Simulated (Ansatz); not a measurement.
System: HC52N (cell with a defect).

The calculation's input:

```
crystal:
  lattice:
    - [-5.3572106033, -5.3572106033, 0.0]
    - [-5.3572106033, 0.0, -5.3572106033]
    - [0.0, -5.3572106033, -5.3572106033]
  atoms:
    - { symbol: C, position: [0.0, 0.6666666667, 0.6666666667] }
    - { symbol: C, position: [0.6666666667, 0.6666666667, 0.6666666667] }
    - { symbol: C, position: [0.3333333333, 0.3333333333, 0.6666666667] }
    - { symbol: C, position: [0.0, 0.3333333333, 0.6666666667] }
    - { symbol: C, position: [0.6666666667, 0.3333333333, 0.6666666667] }
    - { symbol: C, position: [0.3333333333, 1.0, 0.6666666667] }
    - { symbol: C, position: [0.0, 1.0, 0.6666666667] }
    - { symbol: C, position: [0.6666666667, 1.0, 0.6666666667] }
    - { symbol: C, position: [0.3333333333, 0.6666666667, 0.3333333333] }
    - { symbol: C, position: [0.0, 0.6666666667, 0.3333333333] }
    - { symbol: C, position: [0.6666666667, 0.6666666667, 0.3333333333] }
    - { symbol: C, position: [0.3333333333, 0.3333333333, 0.3333333333] }
    - { symbol: C, position: [0.0, 0.3333333333, 0.3333333333] }
    - { symbol: C, position: [0.6666666667, 0.3333333333, 0.3333333333] }
    - { symbol: C, position: [0.3333333333, 1.0, 0.3333333333] }
    - { symbol: C, position: [0.0, 1.0, 0.3333333333] }
    - { symbol: C, position: [0.6666666667, 1.0, 0.3333333333] }
    - { symbol: C, position: [0.3333333333, 0.6666666667, 1.0] }
    - { symbol: C, position: [0.0, 0.6666666667, 1.0] }
    - { symbol: C, position: [0.6666666667, 0.6666666667, 1.0] }
    - { symbol: C, position: [0.3333333333, 0.3333333333, 1.0] }
    - { symbol: C, position: [0.0, 0.3333333333, 1.0] }
    - { symbol: C, position: [0.6666666667, 0.3333333333, 1.0] }
    - { symbol: C, position: [0.3333333333, 1.0, 1.0] }
    - { symbol: C, position: [0.0, 1.0, 1.0] }
    - { symbol: C, position: [0.6666666667, 1.0, 1.0] }
    - { symbol: "N", position: [0.5833333333, 0.5833333333, 0.5833333333] }
    - { symbol: C, position: [0.25, 0.5833333333, 0.5833333333] }
    - { symbol: C, position: [0.9166666667, 0.5833333333, 0.5833333333] }
    - { symbol: C, position: [0.5833333333, 0.25, 0.5833333333] }
    - { symbol: C, position: [0.25, 0.25, 0.5833333333] }
    - { symbol: C, position: [0.9166666667, 0.25, 0.5833333333] }
    - { symbol: C, position: [0.5833333333, 0.9166666667, 0.5833333333] }
    - { symbol: C, position: [0.25, 0.9166666667, 0.5833333333] }
    - { symbol: C, position: [0.9166666667, 0.9166666667, 0.5833333333] }
    - { symbol: C, position: [0.5833333333, 0.5833333333, 0.25] }
    - { symbol: C, position: [0.25, 0.5833333333, 0.25] }
    - { symbol: C, position: [0.9166666667, 0.5833333333, 0.25] }
    - { symbol: C, position: [0.5833333333, 0.25, 0.25] }
    - { symbol: C, position: [0.25, 0.25, 0.25] }
    - { symbol: C, position: [0.9166666667, 0.25, 0.25] }
    - { symbol: C, position: [0.5833333333, 0.9166666667, 0.25] }
    - { symbol: C, position: [0.25, 0.9166666667, 0.25] }
    - { symbol: C, position: [0.9166666667, 0.9166666667, 0.25] }
    - { symbol: C, position: [0.5833333333, 0.5833333333, 0.9166666667] }
    - { symbol: C, position: [0.25, 0.5833333333, 0.9166666667] }
    - { symbol: C, position: [0.9166666667, 0.5833333333, 0.9166666667] }
    - { symbol: C, position: [0.5833333333, 0.25, 0.9166666667] }
    - { symbol: C, position: [0.25, 0.25, 0.9166666667] }
    - { symbol: C, position: [0.9166666667, 0.25, 0.9166666667] }
    - { symbol: C, position: [0.5833333333, 0.9166666667, 0.9166666667] }
    - { symbol: C, position: [0.25, 0.9166666667, 0.9166666667] }
    - { symbol: C, position: [0.9166666667, 0.9166666667, 0.9166666667] }
    - { symbol: H, position: [0.3087030818, 0.6439172366, 0.7366868663], spin: 2.0 }
  host:
    lattice:
      - [0.0, 1.7857368678, 1.7857368678]
      - [1.7857368678, 0.0, 1.7857368678]
      - [1.7857368678, 1.7857368678, 0.0]
    atoms:
      - { symbol: C, position: [0.0, 0.0, 0.0] }
      - { symbol: C, position: [0.25, 0.25, 0.25] }
basis:
  ecutwfc: 420
  xc_grid: 2
kpoints:
  mp_grid: { grid: [2, 2, 2], shift: [0.0, 0.0, 0.0] }
hamiltonian:
  xc: pbe
scf:
  occupations: { method: gaussian, width: 0.01 }
output:
  forces: true
  stress: false
  eigenvalues: true
  populations: true
  charged_corrections: { defect_position: [0.33333333, 0.66666667, 0.66666667] }
  write_density: true
  write_potential: true
  elf: true
  volumetric_format: npy
magnetization:
  spin_polarized: true
relax:
  adjacent_minimum: "off"
  f_tol: 0.025
  max_steps: 60
```

Launched as:

```sh
ansatz run input.yaml --threads 8 --pin off --max-ram 22528MiB --backend cpu --events-out ev --progress --plain --runs-dir out
```

The fields are those of the run's last geometry, not of the input's.

Spin-polarised.

Level of theory: DFT PBE, scalar-relativistic, plane waves, PAW (Ansatz).

Question: What will maps of the valence pseudo-density and electron localisation function show?

Answer: C–N (1.48 Å): ρ is about 1.8 e/Å³ halfway; the ELF peaks at about 0.90 between the atoms.
C–C (1.55 Å): ρ at the midpoint is about 1.6 e/Å³; the ELF peaks at about 0.95 between the atoms.
C–C (1.56 Å): the density is about 1.6 e/Å³ at the midpoint; the ELF peaks at about 0.95 between the atoms.

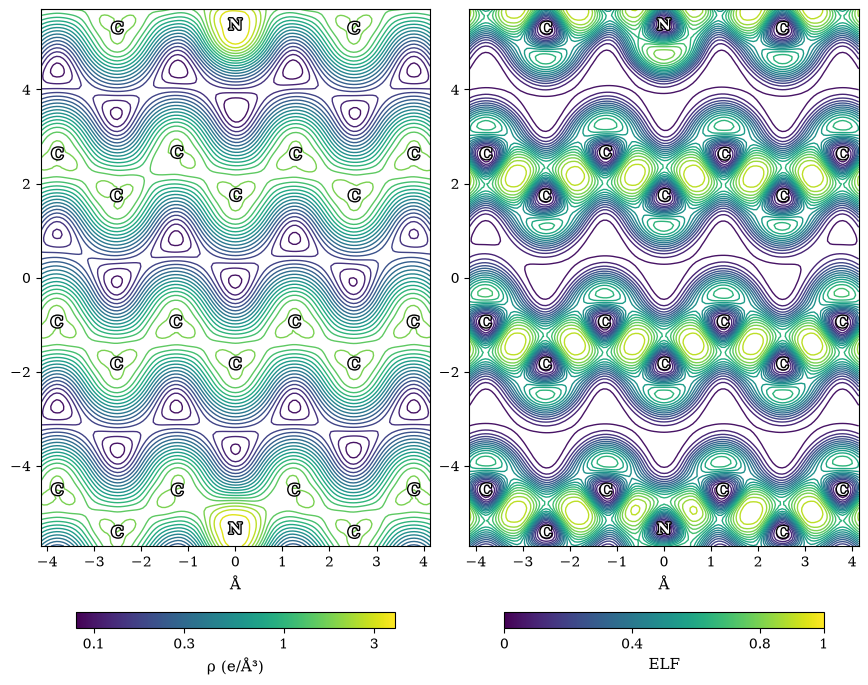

Computed valence pseudo-density and electron localisation function on the (11̄0) plane of the calculation cell, in this order. 

In a PAW calculation such maps are meaningful between the atoms, not at the nuclei.
